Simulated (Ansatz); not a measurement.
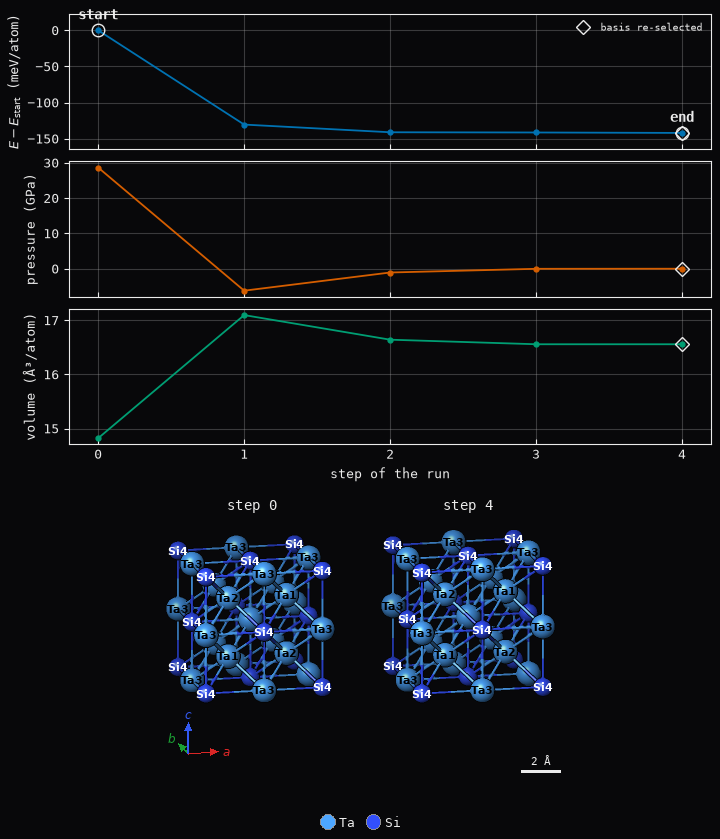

First and last geometry of a relaxation of solid Ta₃Si (a generated structure, set up in Fm-3m) (coarse preliminary run), with the history of the run. Style: ball-and-stick. Shown: the conventional cell (4 times the calculation's cell), slightly off an axis. Lengths and directions refer to the drawn axes.

Case: Ru → Si on all its sites, cell and atoms relaxed.

Level of theory: Ansatz, DFT r2SCAN, scalar-relativistic, plane waves, PAW. Settings: plane-wave cutoff 500 eV; k-point mesh 6 × 6 × 6; occupations gaussian; smearing width 0.1 eV; no spin polarisation; cell and atoms relaxed; force threshold 0.05 eV/Å; at most 60 steps.

What do the curves and the structures tell?

Answer. It converged. The atoms keep their places relative to the cell (all moves are under 0.005 Å). Cell: a = b = c 6.190 → 6.423 Å (+3.8 %). Volume +11.7 %. Near-neighbour distances that change, for instance: Ta3–Si4 3.095 → 3.211 Å, Ta1–Ta2 3.095 → 3.211 Å, Ta1–Ta3 2.680 → 2.781 Å, Ta1–Si4 2.680 → 2.781 Å. The space group stays Fm-3m (No. 225). After 3 accepted moves (4 points after the start) the energy has fallen by 142 meV per atom. All forces vanish by symmetry, so only the cell relaxes. Pressure: 28.65 GPa at the start and 0.01 GPa at the end. The SCF was repeated once at an unchanged geometry on a basis and grid sized afresh for the cell, which shifted the energy by 0.6 meV per atom at most.

```json
{"step": "0", "E − E(0), meV/atom": "0.00", "pressure, GPa": "28.65", "volume, Å³/atom": "14.822", "note": ""}
{"step": "1", "E − E(0), meV/atom": "-130.41", "pressure, GPa": "-6.21", "volume, Å³/atom": "17.097", "note": ""}
{"step": "2", "E − E(0), meV/atom": "-141.05", "pressure, GPa": "-1.06", "volume, Å³/atom": "16.643", "note": ""}
{"step": "3", "E − E(0), meV/atom": "-141.35", "pressure, GPa": "-0.01", "volume, Å³/atom": "16.558", "note": ""}
{"step": "4", "E − E(0), meV/atom": "-141.96", "pressure, GPa": "0.01", "volume, Å³/atom": "16.558", "note": "same geometry, new basis"}
```
